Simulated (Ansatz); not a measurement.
# Dielectric response of SiC (10-10) films, part 3 of 6

How well do thin wurtzite SiC (10-10) films screen a perpendicular field?

Ansatz 0.2.0; plane-wave DFT, PBE, Ansatz PAW (the session's first sound run).

So far. Step 8 (Relaxing in the field, 12 atoms, field -0.05 V/Å): The dipole is -0.0350 e·Å, and the gap on the mesh 1.408 eV. Step 9 (Response with the atoms relaxed, 12 atoms, units 3): The induced dipole is that of a conductor 8.15 Å thick.

### 10. Relaxing the film, 16 atoms, units 4

This step: plane-wave DFT, PBE, Ansatz PAW (Ansatz 0.2.0).

System of this step: SiC (10-10), 4 units. The cell holds 16 atoms: 8 Si and 8 C. Cell: a = 3.080 Å, b = 5.050 Å, c = 26.891 Å, α = 90.0°, β = 90.0°, γ = 90.0°. It derives from SiC (wurtzite SiC). Vacuum lies along c.

The next thickness, treated alike, so that differences show the interior and the faces cancel.

Contents of input.yaml:

```yaml
crystal:
  lattice:
    - [3.08, 0.0, 0.0]
    - [0.0, 5.05, 0.0]
    - [0.0, 0.0, 26.8911941455]
  atoms:
    - { symbol: Si, position: [0.0, 0.0, 0.3346820506] }
    - { symbol: C, position: [0.0, 0.375, 0.3346820506] }
    - { symbol: Si, position: [0.5, 0.5, 0.3677456405] }
    - { symbol: C, position: [0.5, 0.875, 0.3677456405] }
    - { symbol: Si, position: [0.5, 0.0, 0.4338728202] }
    - { symbol: C, position: [0.5, 0.375, 0.4338728202] }
    - { symbol: Si, position: [0.0, 0.5, 0.4669364101] }
    - { symbol: C, position: [0.0, 0.875, 0.4669364101] }
    - { symbol: Si, position: [0.0, 0.0, 0.5330635899] }
    - { symbol: C, position: [0.0, 0.375, 0.5330635899] }
    - { symbol: Si, position: [0.5, 0.5, 0.5661271798] }
    - { symbol: C, position: [0.5, 0.875, 0.5661271798] }
    - { symbol: Si, position: [0.5, 0.0, 0.6322543595] }
    - { symbol: C, position: [0.5, 0.375, 0.6322543595] }
    - { symbol: Si, position: [0.0, 0.5, 0.6653179494] }
    - { symbol: C, position: [0.0, 0.875, 0.6653179494] }
kpoints:
  mp_grid: { grid: [8, 6, 1] }
hamiltonian:
  xc: pbe
scf:
  occupations: { method: fixed }
  convergence: { dr2_threshold: 1.0e-09 }
efield:
  axis: 3
  dipole_correction: true
  ramp_position: 0.97
  ramp_width: 0.06
relax:
  f_tol: 0.003
  max_steps: 100
output:
  write_potential: true
  write_density: true
  volumetric_format: npy
```

Launch:

```
ansatz run input.yaml --threads 4 --pin off --max-ram 16384MiB --backend cpu --events-out ev --progress --plain --runs-dir out
```

Numbers of over 12 decimals in the logs are rounded to 6 here.

What it wrote:

```text
[...]
Crystal: 16 atoms, lattice volume = 418.266 Å³
Basis set: ecut = 420 eV, 8167 PW (Γ), exchange–correlation on 48×72×360 points (8 copies of the dense FFT grid, shifted against one another)
Bands: 48, of which v1, the nominal top of the filled ones, is band 32 counted from 1 (31 counted from 0)
Symmetry: 2 space group operations
[...]
- { symbol: Si, position: [0.0, -0.000183451, 0.533550] }
    - { symbol: C, position: [0.0, 0.376493, 0.533508] }
    - { symbol: Si, position: [0.5, 0.504052, 0.565769] }
    - { symbol: C, position: [0.5, 0.877989, 0.566333] }
    - { symbol: Si, position: [0.5, -0.00994883, 0.635574] }
    - { symbol: C, position: [0.5, 0.364423, 0.634181] }
    - { symbol: Si, position: [0.0, 0.522595, 0.656842] }
    - { symbol: C, position: [0.0, 0.864581, 0.663176] }
[key lines of the parts left out:]
SCF converged after 6 iterations
Free energy (F): -7092.605186 eV
Fermi energy:    0.490974 eV
Dipole field:    D = -0.000000 V/Å  (p = -0.000000 e·Å, saw-weighted, corrected)
Work function:   Φ+ = 5.5248 eV   Φ− = 5.5248 eV
```

The job ended after 68 s (4 threads of Arm Neoverse V1, shared host; peak memory 0.91 GiB).

The steps of the relaxation:

```csv
step,energy less that of the first step (eV),largest force component (eV/Å)
1,0.0000,2.4069
2,-0.8532,1.6575
3,-1.1077,2.1739
4,-1.2373,0.1080
5,-1.2400,0.0411
6,-1.2402,0.0078
7,-1.2402,0.0018
```

The run keeps the 2 symmetry operations that it works with, so distortions that break them were not tested.

The atoms that moved most (Å):

```csv
atom,dx,dy,dz,length
Si1,0.000,0.114,0.228,0.255
Si15,0.000,0.114,-0.228,0.255
Si3,0.000,-0.050,-0.089,0.102
Si13,0.000,-0.050,0.089,0.102
C2,0.000,-0.053,0.058,0.078
C16,0.000,-0.053,-0.058,0.078
C14,0.000,-0.053,0.052,0.074
C4,0.000,-0.053,-0.052,0.074
```

The relaxation took 7 steps and lowered the energy by 1.2 eV; the largest force on the free atoms ends at 0.0018 eV/Å.

The gap is 1.47 eV, with the valence edge 5.52 eV and the conduction edge 4.06 eV under the upper vacuum level.

### 11. Single point on the relaxed film, 16 atoms, units 4

The next thickness, treated alike, so that differences show the interior and the faces cancel.

Contents of input.yaml:

```yaml
crystal:
  lattice:
    - [3.08, 0.0, 0.0]
    - [0.0, 5.05, 0.0]
    - [0.0, 0.0, 26.8911941455]
  atoms:
    - { symbol: Si, position: [0.0, 0.0225947801, 0.3431579667] }
    - { symbol: C, position: [0.0, 0.3645809269, 0.3368241376] }
    - { symbol: Si, position: [0.5, 0.4900511729, 0.3644260165] }
    - { symbol: C, position: [0.5, 0.8644227077, 0.3658191603] }
    - { symbol: Si, position: [0.5, 0.0040518839, 0.4342306521] }
    - { symbol: C, position: [0.5, 0.3779887572, 0.4336672179] }
    - { symbol: Si, position: [0.0, 0.4998165546, 0.4664495454] }
    - { symbol: C, position: [0.0, 0.876493221, 0.466491532] }
    - { symbol: Si, position: [0.0, -0.0001834514, 0.5335504543] }
    - { symbol: C, position: [0.0, 0.3764932126, 0.5335084683] }
    - { symbol: Si, position: [0.5, 0.5040518867, 0.5657693471] }
    - { symbol: C, position: [0.5, 0.8779887604, 0.5663327826] }
    - { symbol: Si, position: [0.5, -0.0099488297, 0.6355739828] }
    - { symbol: C, position: [0.5, 0.3644227056, 0.6341808401] }
    - { symbol: Si, position: [0.0, 0.5225947806, 0.6568420338] }
    - { symbol: C, position: [0.0, 0.8645809308, 0.6631758626] }
kpoints:
  mp_grid: { grid: [8, 6, 1] }
hamiltonian:
  xc: pbe
scf:
  occupations: { method: fixed }
  convergence: { dr2_threshold: 1.0e-09 }
efield:
  axis: 3
  dipole_correction: true
  ramp_position: 0.97
  ramp_width: 0.06
output:
  eigenvalues: true
  write_potential: true
  write_density: true
  volumetric_format: npy
  elf: true
```

What it wrote:

```text
[...]
Crystal: 16 atoms, lattice volume = 418.266 Å³
Basis set: ecut = 420 eV, 8167 PW (Γ)
Bands: 48, of which v1, the nominal top of the filled ones, is band 32 counted from 1 (31 counted from 0)
Symmetry: 2 space group operations
k-points: 20 of 48 (time reversal used)
[...]
k-point 1: bands = [... 28 lower, -0.2381, -0.0333, 0.2052, 0.3417, 3.0320, 3.1596, 3.4297, 3.9284, ... 12 higher]
  k-point 2: bands = [... 28 lower, -0.5499, -0.1106, -0.0685, 0.2513, 2.8479, 2.9115, 3.7060, 3.7434, ... 12 higher]
  k-point 19: bands = [... 28 lower, -1.5681, -1.5681, 0.1472, 0.1472, 1.9856, 1.9856, 4.1548, 4.1548, ... 12 higher]
[key lines of the parts left out:]
SCF converged after 11 iterations
Free energy (F): -7092.604961 eV
Fermi energy:    0.490995 eV
Dipole field:    D = 0.000001 V/Å  (p = 0.000003 e·Å, saw-weighted, corrected)
Work function:   Φ+ = 5.5247 eV   Φ− = 5.5248 eV
```

The job ended after 17 s (4 threads; peak memory 0.97 GiB; 67 s of CPU time).

The gap is 1.47 eV, with the valence edge 5.52 eV and the conduction edge 4.06 eV under the upper vacuum level.

### 12. Atoms held, 16 atoms, units 4, field 0.05 V/Å

input.yaml, as its differences from that of step 11:

```diff
@@ -28,3 +28,3 @@
   occupations: { method: fixed }
-  convergence: { dr2_threshold: 1.0e-09 }
+  convergence: { dr2_threshold: 1.0e-10 }
 efield:
@@ -34,4 +34,4 @@
   ramp_width: 0.06
+  amplitude: 0.05
 output:
-  eigenvalues: true
   write_potential: true
@@ -39,2 +39 @@
   volumetric_format: npy
-  elf: true
```

What it wrote:

```text
[...]
Crystal: 16 atoms, lattice volume = 418.266 Å³
Basis set: ecut = 420 eV, 8167 PW (Γ)
Bands: 48, of which v1, the nominal top of the filled ones, is band 32 counted from 1 (31 counted from 0)
Symmetry: 2 space group operations
k-points: 20 of 48 (time reversal used)
[...]
k-point 0: bands = [... 28 lower, -0.0510, 0.1181, 0.3312, 0.4921, 3.0293, 3.2228, 3.4041, 4.0714, ... 12 higher]
  k-point 1: bands = [... 28 lower, -0.2383, -0.0347, 0.2054, 0.3430, 3.0247, 3.1662, 3.4293, 3.9284, ... 12 higher]
  k-point 2: bands = [... 28 lower, -0.5501, -0.1103, -0.0702, 0.2528, 2.8348, 2.9241, 3.7046, 3.7442, ... 12 higher]
  k-point 19: bands = [... 28 lower, -1.5783, -1.5580, 0.1216, 0.1724, 1.9609, 2.0101, 4.1523, 4.1567, ... 12 higher]
[key lines of the parts left out:]
SCF converged after 14 iterations
Free energy (F): -7092.606049 eV
Fermi energy:    0.492434 eV
Dipole field:    D = 0.018818 V/Å  (p = 0.043496 e·Å, saw-weighted, corrected)
```

Run time: 20 s. Hardware: 4 threads; peak memory 0.96 GiB; 76 s of CPU time.

The dipole is 0.0435 e·Å, and the gap on the mesh 1.463 eV.

### 13. Atoms held, 16 atoms, units 4, field -0.05 V/Å

input.yaml, as its differences from that of step 12:

```diff
@@ -34,3 +34,3 @@
   ramp_width: 0.06
-  amplitude: 0.05
+  amplitude: -0.05
 output:
```

What it wrote:

```text
[...]
Crystal: 16 atoms, lattice volume = 418.266 Å³
Basis set: ecut = 420 eV, 8167 PW (Γ)
Bands: 48, of which v1, the nominal top of the filled ones, is band 32 counted from 1 (31 counted from 0)
Symmetry: 2 space group operations
k-points: 20 of 48 (time reversal used)
[...]
k-point 0: bands = [... 28 lower, -0.0510, 0.1181, 0.3312, 0.4921, 3.0293, 3.2228, 3.4041, 4.0714, ... 12 higher]
  k-point 1: bands = [... 28 lower, -0.2383, -0.0347, 0.2054, 0.3430, 3.0247, 3.1662, 3.4293, 3.9284, ... 12 higher]
  k-point 2: bands = [... 28 lower, -0.5501, -0.1103, -0.0702, 0.2528, 2.8349, 2.9241, 3.7046, 3.7442, ... 12 higher]
  k-point 19: bands = [... 28 lower, -1.5783, -1.5580, 0.1216, 0.1724, 1.9609, 2.0101, 4.1523, 4.1567, ... 12 higher]
[key lines of the parts left out:]
SCF converged after 14 iterations
Free energy (F): -7092.606049 eV
Fermi energy:    0.492434 eV
Dipole field:    D = -0.018818 V/Å  (p = -0.043496 e·Å, saw-weighted, corrected)
```

Elapsed: 19 s, on 4 threads; peak memory 0.93 GiB; 76 s of CPU time.

The dipole is -0.0435 e·Å, and the gap on the mesh 1.463 eV.

### 14. Response with the atoms held, 16 atoms, units 4

This step: plane-wave DFT, PBE, Ansatz PAW; response to a field along the normal, atoms held (Ansatz 0.2.0).

Local field over the applied field, running mean. From the potentials at -0.05 and 0.05 V/Å; running mean over 2.667 Å, taken twice. Local field over applied field against z:

```csv
z (Å),local field over applied field
6,0.924
8,0.494
10,0.132
12,0.117
14,0.123
16,0.110
18,0.275
20,0.780
22,0.988
```

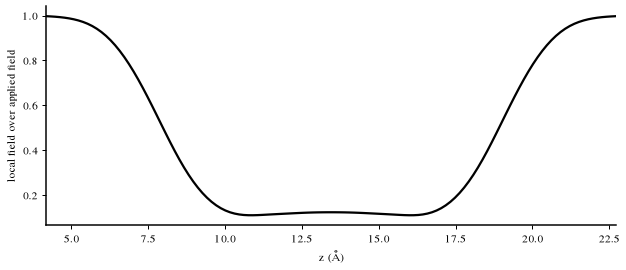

Local field over applied field, plotted against z.

The induced dipole is that of a conductor 10.12 Å thick.

### 15. Relaxing the film, 20 atoms, units 5

This step: plane-wave DFT, PBE, Ansatz PAW (Ansatz 0.2.0).

System of this step: SiC (10-10), 5 units. The cell holds 20 atoms: 10 Si and 10 C. Cell: a = 3.080 Å, b = 5.050 Å, c = 29.559 Å, α = 90.0°, β = 90.0°, γ = 90.0°. It derives from SiC (wurtzite SiC). Vacuum lies along c.

The next thickness, treated alike, so that differences show the interior and the faces cancel.

Contents of input.yaml:

```yaml
crystal:
  lattice:
    - [3.08, 0.0, 0.0]
    - [0.0, 5.05, 0.0]
    - [0.0, 0.0, 29.5585523892]
  atoms:
    - { symbol: Si, position: [0.0, 0.0, 0.3044804049] }
    - { symbol: C, position: [0.0, 0.375, 0.3044804049] }
    - { symbol: Si, position: [0.5, 0.5, 0.3345603426] }
    - { symbol: C, position: [0.5, 0.875, 0.3345603426] }
    - { symbol: Si, position: [0.5, 0.0, 0.394720218] }
    - { symbol: C, position: [0.5, 0.375, 0.394720218] }
    - { symbol: Si, position: [0.0, 0.5, 0.4248001557] }
    - { symbol: C, position: [0.0, 0.875, 0.4248001557] }
    - { symbol: Si, position: [0.0, 0.0, 0.4849600311] }
    - { symbol: C, position: [0.0, 0.375, 0.4849600311] }
    - { symbol: Si, position: [0.5, 0.5, 0.5150399689] }
    - { symbol: C, position: [0.5, 0.875, 0.5150399689] }
    - { symbol: Si, position: [0.5, 0.0, 0.5751998443] }
    - { symbol: C, position: [0.5, 0.375, 0.5751998443] }
    - { symbol: Si, position: [0.0, 0.5, 0.605279782] }
    - { symbol: C, position: [0.0, 0.875, 0.605279782] }
    - { symbol: Si, position: [0.0, 0.0, 0.6654396574] }
    - { symbol: C, position: [0.0, 0.375, 0.6654396574] }
    - { symbol: Si, position: [0.5, 0.5, 0.6955195951] }
    - { symbol: C, position: [0.5, 0.875, 0.6955195951] }
kpoints:
  mp_grid: { grid: [8, 6, 1] }
hamiltonian:
  xc: pbe
scf:
  occupations: { method: fixed }
  convergence: { dr2_threshold: 1.0e-09 }
efield:
  axis: 3
  dipole_correction: true
  ramp_position: 0.97
  ramp_width: 0.06
relax:
  f_tol: 0.003
  max_steps: 100
output:
  write_potential: true
  write_density: true
  volumetric_format: npy
```

What it wrote:

```text
[...]
Crystal: 20 atoms, lattice volume = 459.754 Å³
Basis set: ecut = 420 eV, 8961 PW (Γ), exchange–correlation on 48×72×400 points (8 copies of the dense FFT grid, shifted against one another)
Bands: 60, of which v1, the nominal top of the filled ones, is band 40 counted from 1 (39 counted from 0)
Symmetry: 2 space group operations
[...]
- { symbol: Si, position: [0.5, -0.00109023, 0.575781] }
    - { symbol: C, position: [0.5, 0.376093, 0.575767] }
    - { symbol: Si, position: [0.0, 0.503995, 0.605211] }
    - { symbol: C, position: [0.0, 0.877792, 0.605765] }
    - { symbol: Si, position: [0.0, -0.010515, 0.668678] }
    - { symbol: C, position: [0.0, 0.363948, 0.667384] }
    - { symbol: Si, position: [0.5, 0.522121, 0.688063] }
    - { symbol: C, position: [0.5, 0.864087, 0.693834] }
[key lines of the parts left out:]
SCF converged after 6 iterations
Free energy (F): -8866.904064 eV
Fermi energy:    1.268582 eV
Dipole field:    D = 0.000000 V/Å  (p = 0.000001 e·Å, saw-weighted, corrected)
Work function:   Φ+ = 5.5792 eV   Φ− = 5.5792 eV
```

It took 1.7 min on 4 threads; peak memory 1.1 GiB.

Step by step:

```csv
step,energy less that of the first step (eV),largest force component (eV/Å)
1,0.0000,2.3981
2,-0.8532,1.6592
3,-1.1078,2.1411
4,-1.2288,0.2259
5,-1.2365,0.0312
6,-1.2368,0.0059
7,-1.2368,0.0026
```

The run keeps the 2 symmetry operations that it works with, so distortions that break them were not tested.

The atoms that moved most (Å):

```csv
atom,dx,dy,dz,length
Si1,0.000,0.112,0.220,0.247
Si19,0.000,0.112,-0.220,0.247
Si3,0.000,-0.053,-0.096,0.109
Si17,0.000,-0.053,0.096,0.109
C18,0.000,-0.056,0.057,0.080
C4,0.000,-0.056,-0.057,0.080
C20,0.000,-0.055,-0.050,0.074
C2,0.000,-0.055,0.050,0.074
```

The relaxation took 7 steps and lowered the energy by 1.2 eV; the largest force on the free atoms ends at 0.0026 eV/Å.

The gap is 1.53 eV, with the valence edge 5.58 eV and the conduction edge 4.05 eV under the upper vacuum level.

### 16. The relaxed film, single point, 20 atoms, units 5

The next thickness, treated alike, so that differences show the interior and the faces cancel.

Contents of input.yaml:

```yaml
crystal:
  lattice:
    - [3.08, 0.0, 0.0]
    - [0.0, 5.05, 0.0]
    - [0.0, 0.0, 29.5585523892]
  atoms:
    - { symbol: Si, position: [0.0, 0.0221208835, 0.3119365978] }
    - { symbol: C, position: [0.0, 0.3640865275, 0.3061662561] }
    - { symbol: Si, position: [0.5, 0.4894854701, 0.3313219609] }
    - { symbol: C, position: [0.5, 0.8639483901, 0.3326157324] }
    - { symbol: Si, position: [0.5, 0.0039953295, 0.3947888581] }
    - { symbol: C, position: [0.5, 0.3777924097, 0.3942348289] }
    - { symbol: Si, position: [0.0, 0.498909772, 0.4242193772] }
    - { symbol: C, position: [0.0, 0.8760927075, 0.4242333437] }
    - { symbol: Si, position: [0.0, 0.001367881, 0.4849220469] }
    - { symbol: C, position: [0.0, 0.3772006548, 0.485046611] }
    - { symbol: Si, position: [0.5, 0.5013678821, 0.5150779538] }
    - { symbol: C, position: [0.5, 0.8772006531, 0.5149533909] }
    - { symbol: Si, position: [0.5, -0.001090231, 0.5757806228] }
    - { symbol: C, position: [0.5, 0.3760927037, 0.5757666569] }
    - { symbol: Si, position: [0.0, 0.5039953241, 0.6052111421] }
    - { symbol: C, position: [0.0, 0.8777924045, 0.6057651709] }
    - { symbol: Si, position: [0.0, -0.0105145381, 0.6686780379] }
    - { symbol: C, position: [0.0, 0.3639483813, 0.6673842676] }
    - { symbol: Si, position: [0.5, 0.522120875, 0.6880634019] }
    - { symbol: C, position: [0.5, 0.8640865196, 0.6938337421] }
kpoints:
  mp_grid: { grid: [8, 6, 1] }
hamiltonian:
  xc: pbe
scf:
  occupations: { method: fixed }
  convergence: { dr2_threshold: 1.0e-09 }
efield:
  axis: 3
  dipole_correction: true
  ramp_position: 0.97
  ramp_width: 0.06
output:
  eigenvalues: true
  write_potential: true
  write_density: true
  volumetric_format: npy
```

What it wrote:

```text
[...]
Crystal: 20 atoms, lattice volume = 459.754 Å³
Basis set: ecut = 420 eV, 8961 PW (Γ)
Bands: 60, of which v1, the nominal top of the filled ones, is band 40 counted from 1 (39 counted from 0)
Symmetry: 2 space group operations
k-points: 20 of 48 (time reversal used)
[...]
k-point 0: bands = [... 36 lower, 0.9206, 1.0620, 1.2011, 1.2687, 3.9339, 3.9400, 4.2064, 4.6173, ... 16 higher]
  k-point 1: bands = [... 36 lower, 0.7770, 0.8943, 1.0810, 1.1067, 3.9018, 3.9397, 4.2135, 4.5850, ... 16 higher]
  k-point 2: bands = [... 36 lower, 0.4467, 0.7769, 0.8774, 1.0516, 3.6892, 3.7172, 4.4350, 4.4686, ... 16 higher]
  k-point 19: bands = [... 36 lower, -0.7317, -0.7317, 0.9860, 0.9860, 2.7951, 2.7951, 4.8414, 4.8414, ... 16 higher]
[key lines of the parts left out:]
SCF converged after 10 iterations
Free energy (F): -8866.903963 eV
Fermi energy:    1.268651 eV
Dipole field:    D = -0.000009 V/Å  (p = -0.000024 e·Å, saw-weighted, corrected)
Work function:   Φ+ = 5.5793 eV   Φ− = 5.5790 eV
```

Wall time 25 s (4 threads); peak memory 1.2 GiB.

The gap is 1.53 eV, with the valence edge 5.58 eV and the conduction edge 4.05 eV under the upper vacuum level.

### 17. Atoms held, 20 atoms, units 5, field 0.05 V/Å

input.yaml, as its differences from that of step 16:

```diff
@@ -32,3 +32,3 @@
   occupations: { method: fixed }
-  convergence: { dr2_threshold: 1.0e-09 }
+  convergence: { dr2_threshold: 1.0e-10 }
 efield:
@@ -38,4 +38,4 @@
   ramp_width: 0.06
+  amplitude: 0.05
 output:
-  eigenvalues: true
   write_potential: true
```

What it wrote:

```text
[...]
Crystal: 20 atoms, lattice volume = 459.754 Å³
Basis set: ecut = 420 eV, 8961 PW (Γ)
Bands: 60, of which v1, the nominal top of the filled ones, is band 40 counted from 1 (39 counted from 0)
Symmetry: 2 space group operations
k-points: 20 of 48 (time reversal used)
[...]
k-point 0: bands = [... 36 lower, 0.9201, 1.0581, 1.2021, 1.2728, 3.9007, 3.9714, 4.2068, 4.6178, ... 16 higher]
  k-point 1: bands = [... 36 lower, 0.7765, 0.8897, 1.0819, 1.1114, 3.8757, 3.9651, 4.2125, 4.5855, ... 16 higher]
  k-point 2: bands = [... 36 lower, 0.4462, 0.7779, 0.8721, 1.0568, 3.6593, 3.7467, 4.4321, 4.4703, ... 16 higher]
  k-point 19: bands = [... 36 lower, -0.7477, -0.7141, 0.9505, 1.0214, 2.7605, 2.8294, 4.8381, 4.8432, ... 16 higher]
[key lines of the parts left out:]
SCF converged after 14 iterations
Free energy (F): -8866.905296 eV
Fermi energy:    1.272795 eV
Dipole field:    D = 0.020984 V/Å  (p = 0.053316 e·Å, saw-weighted, corrected)
```

The job ended after 30 s (4 threads; peak memory 1.2 GiB; 2 min of CPU time).

The dipole is 0.0533 e·Å, and the gap on the mesh 1.488 eV.

### 18. Atoms held, 20 atoms, units 5, field -0.05 V/Å

input.yaml, as its differences from that of step 17:

```diff
@@ -38,3 +38,3 @@
   ramp_width: 0.06
-  amplitude: 0.05
+  amplitude: -0.05
 output:
```

What it wrote:

```text
[...]
Crystal: 20 atoms, lattice volume = 459.754 Å³
Basis set: ecut = 420 eV, 8961 PW (Γ)
Bands: 60, of which v1, the nominal top of the filled ones, is band 40 counted from 1 (39 counted from 0)
Symmetry: 2 space group operations
k-points: 20 of 48 (time reversal used)
[...]
k-point 0: bands = [... 36 lower, 0.9201, 1.0581, 1.2021, 1.2728, 3.9007, 3.9714, 4.2068, 4.6178, ... 16 higher]
  k-point 1: bands = [... 36 lower, 0.7765, 0.8897, 1.0819, 1.1114, 3.8757, 3.9651, 4.2125, 4.5855, ... 16 higher]
  k-point 2: bands = [... 36 lower, 0.4462, 0.7779, 0.8721, 1.0568, 3.6593, 3.7467, 4.4321, 4.4703, ... 16 higher]
  k-point 19: bands = [... 36 lower, -0.7477, -0.7141, 0.9505, 1.0214, 2.7605, 2.8294, 4.8381, 4.8432, ... 16 higher]
[key lines of the parts left out:]
SCF converged after 14 iterations
Free energy (F): -8866.905296 eV
Fermi energy:    1.272794 eV
Dipole field:    D = -0.020984 V/Å  (p = -0.053316 e·Å, saw-weighted, corrected)
```

Elapsed: 29 s, on 4 threads; peak memory 1.2 GiB.

The dipole is -0.0533 e·Å, and the gap on the mesh 1.488 eV.

[end of part 3 of 6]

[Logs are printed without paths, hosts, clocks, repeated set-up lines and the standing remarks that a program may print on its own settings, such as how far it seeks lower states.]

[Hosts, paths, dates, database ids (printed as entryN), source tags and the programs' standing remarks are cut or masked in the printed files.]

[Maps of the electrostatic potential energy from Ansatz leave out the sawtooth potential of an applied field or a dipole correction, so their vacuum need not be flat; planar profiles and work functions include it.]
